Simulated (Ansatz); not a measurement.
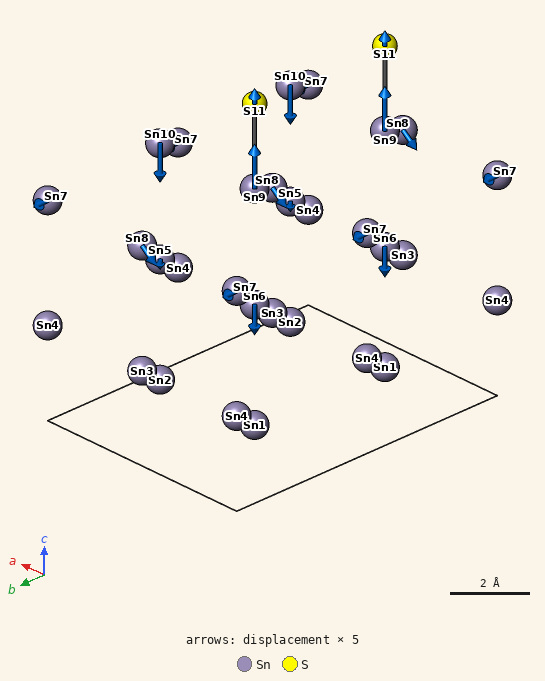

A constrained relaxation of a slab of composition Sn$_{10}$S (cut from the I4/mmm phase). The starting structure is drawn; blue arrows show the displacements, 5 times their true length.

The picture is a ball-and-stick view of the 1 × 2 repeat of the cell, outlined in the plane, without the vacuum, seen from a free direction.

Case: S put at a top Sn site. The slab is the (1 0 0) face of Sn with S on it. 4 atoms are held fixed.

Theory: DFT PBE, scalar-relativistic, plane waves, PAW (Ansatz). Set-up: plane-wave cutoff 420 eV; k-point mesh 4 × 6 × 1; occupations gaussian; smearing width 0.1 eV; no spin polarisation; dipole correction; atoms relaxed in a fixed cell; force threshold 0.03 eV/Å; at most 70 steps.

### What did the optimiser do to the structure, and how much energy did it gain?

The largest move is that of Sn9, 0.26 Å along the normal (+c). Largest moves by element: Sn 0.26 Å, S 0.09 Å. The lattice vectors keep their values. Some distances before and after: Sn9–S11 2.440 → 2.272 Å. After 5 accepted moves (7 points after the start) the energy has fallen by 0.231 eV per cell of the calculation. Largest force component: 1.9 eV/Å at the start, 0.0058 eV/Å at the end. The line search rejected the trial step at point 4 of the run. 1 step only repeated the SCF at the same geometry. Cost: 7.5 min on 2 threads of Arm Neoverse V1 (shared host), peak memory 1.5 GiB.

Limits of the set-up: the periodic images lie only 4.6 Å apart, so the values are limited by the cell's size.
